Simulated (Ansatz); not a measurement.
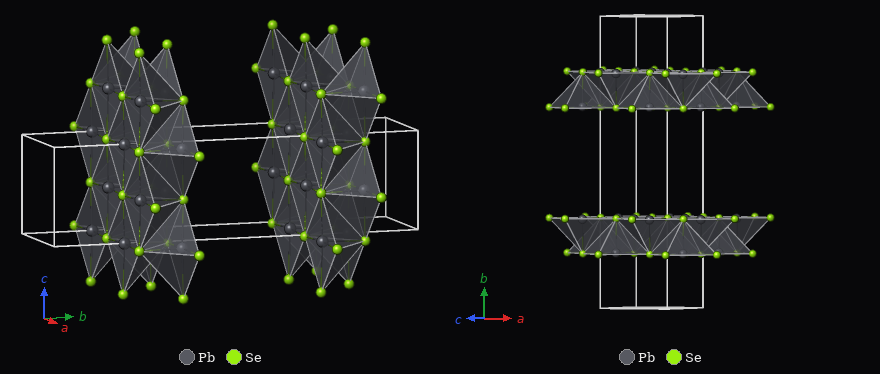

Polyhedra are drawn about Pb (bonds: Pb–Se below 3.6 Å); other atoms are plain spheres. Two views of the same piece.

PbSe (space group Fmm2, No. 42): the input geometry of an electronic-structure calculation (not necessarily at equilibrium).

What figure surrounds each Pb atom, and what does it share with the other drawn polyhedra?

Answer. Pb: PbSe5 square pyramid, sharing corners with four neighbours and edges with eight neighbours.

How do these polyhedra hang together as a whole?

Answer. They form layers of corner- and edge-sharing square pyramids parallel to (010).
